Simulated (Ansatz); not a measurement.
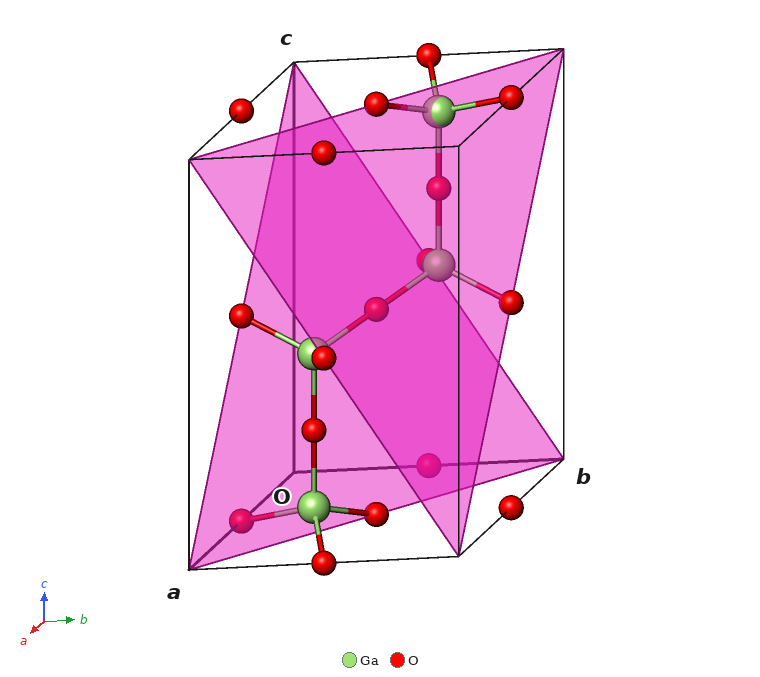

Crystal: GaO2, coordinates from a relaxation (final pressure about 62 GPa) with DFT, PAW plane waves, r2scan (Ansatz); the starting structure was generated, so it need not be a known form of this composition. Every member of one family of equally spaced planes, hx + ky + lz = a whole number, that cuts the unit cell is shaded (one member passes through the origin O, touching the cell only at an edge or corner). Geometry calculated from the standardised cell; symmetry tolerance 0.002 Å.

a = 5.167 Å, b = 5.167 Å, c = 8.458 Å, α = 90.00°, β = 90.00°, γ = 120.00°.

> What are the Miller indices?

(1 1 1), in four indices (1 1 −2 1); the opposite sign names the same planes. The member next to the origin meets the axes a at 1, b at 1, c at 1.

> What is the spacing?

d = 2.471 Å.

> Which atoms of the cell lie in these planes (within 0.03 Å)?

3 of the 8 O.
